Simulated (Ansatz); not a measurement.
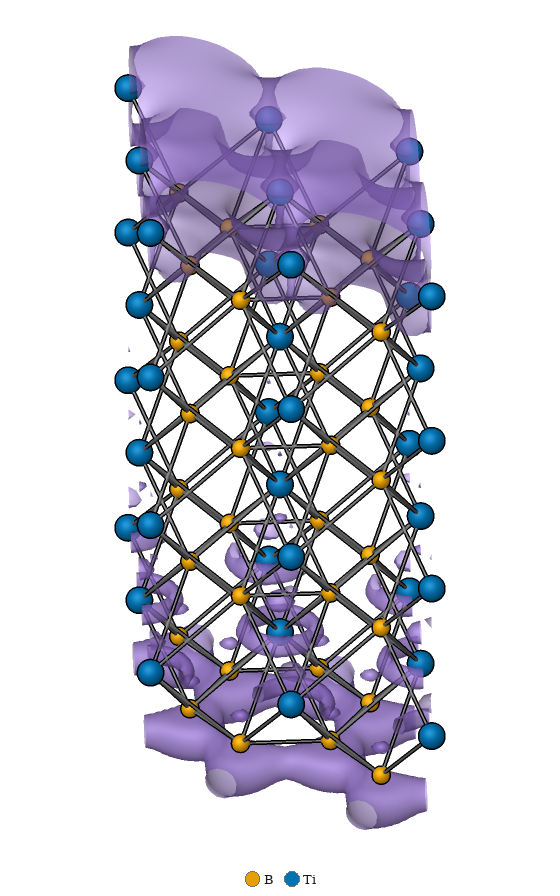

Density of all states between 0.00 and +0.25 eV (zero: the Fermi level) of TiB2(001) (P6/mmm bulk, 8 atomic planes (those closer than 0.6 Å count as one), 11 Å, Ti-terminated): purple isosurface at 1.5 × 10⁻² e/Å³, seen from the side, tilted.

The picture shows the smooth PAW orbitals' density alone, which lacks about 24 % of these states' charge, near the nuclei; the shares below count all of it.

Level of theory: DFT PBE, scalar-relativistic, plane waves, PAW in Ansatz. Cutoff 420 eV, 21 × 21 k-points, Gaussian smearing 0.1 eV, dipole correction. The slab is a cut without reconstruction beyond its cell, at the source's lattice constants, with its lower half held fixed and the rest relaxed. No spin polarisation. The run warns that the functional's potential is rough in the thin density of the vacuum, where the tip is; weak contrasts and barriers may feel it.

```xyz
12
Lattice="3.0292 0.0000 0.0000 -1.5146 2.6234 0.0000 0.0000 0.0000 31.2994" Properties=species:S:1:pos:R:3 pbc="T T T"
B     0.0000    1.7489   10.0000
B     1.5146    0.8745   10.0000
Ti    0.0000    0.0000   11.6142
B     0.0000    1.7489   13.2284
B     1.5146    0.8745   13.2284
Ti    0.0000    0.0000   14.8426
B     0.0000    1.7489   16.4586
B     1.5146    0.8745   16.4586
Ti    0.0000    0.0000   18.0753
B     0.0000    1.7489   19.6993
B     1.5146    0.8745   19.6993
Ti    0.0000    0.0000   21.2348
```

The last single point, restarted from the relaxation's density, took 2.5 min on 1 thread of Arm Neoverse N1, with other jobs on the host, peak memory 0.69 GiB.

Question: How is this energy window spread over the atomic planes?

Answer: The window holds 1.4 states per cell. Shares by plane (space cut midway between planes), top to bottom: Ti 53 %, B (2 atoms) 4 %, Ti 6 %, B (2 atoms) 2 %, Ti 8 %, B (2 atoms) 3 %, Ti 12 %, B (2 atoms) 12 %; the outer planes' shares include the vacuum, and density in a gap between layers is shared out between the planes on either side. These are mostly states of the top face.
